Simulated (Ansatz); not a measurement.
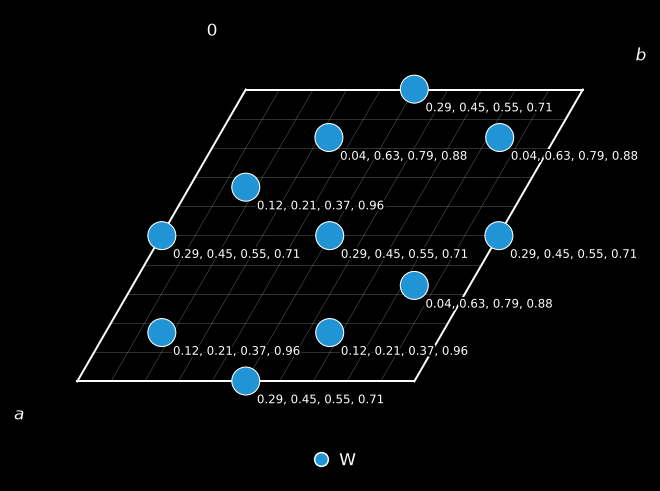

Plan of a unit cell projected along c (a down the page, b across); the numbers are heights as fractions of c, and atoms on the cell's edges are repeated. The grid marks tenths of a and b. Source: the geometry relaxed with Ansatz 0.2.0, DFT PBE, scalar-relativistic, plane waves, PAW; the starting structure was generated, so it need not be a known form of this composition. All values are computed from the atomic coordinates in the standard setting (tolerance 0.002 Å).

a = 5.468 Å, b = 5.468 Å, c = 27.347 Å, α = 90.00°, β = 90.00°, γ = 120.00°.

**What does the cell contain?**

36 W: W, Z = 36.

**Which space group?**

R-3m (No. 166, hexagonal axes), rhombohedral (trigonal, hexagonal axes).

**Give the fractional coordinates of all atoms, to two places.**

```csv
atom,x,y,z
W,0.16,0.84,0.88
W,0.16,0.33,0.88
W,0.67,0.84,0.88
W,0.17,0.83,0.79
W,0.66,0.83,0.79
W,0.17,0.34,0.79
W,0.50,0.50,0.71
W,0.50,0.00,0.71
W,0.00,0.50,0.71
W,0.83,0.17,0.96
W,0.33,0.17,0.96
W,0.83,0.67,0.96
W,0.83,0.17,0.21
W,0.83,0.66,0.21
W,0.34,0.17,0.21
W,0.84,0.16,0.12
W,0.33,0.16,0.12
W,0.84,0.67,0.12
W,0.17,0.83,0.04
W,0.17,0.33,0.04
W,0.67,0.83,0.04
W,0.50,0.50,0.29
W,0.00,0.50,0.29
W,0.50,0.00,0.29
W,0.50,0.50,0.55
W,0.50,0.00,0.55
W,0.00,0.50,0.55
W,0.50,0.50,0.45
W,0.00,0.50,0.45
W,0.50,0.00,0.45
W,0.83,0.17,0.37
W,0.83,0.67,0.37
W,0.33,0.17,0.37
W,0.17,0.83,0.63
W,0.67,0.83,0.63
W,0.17,0.33,0.63
```
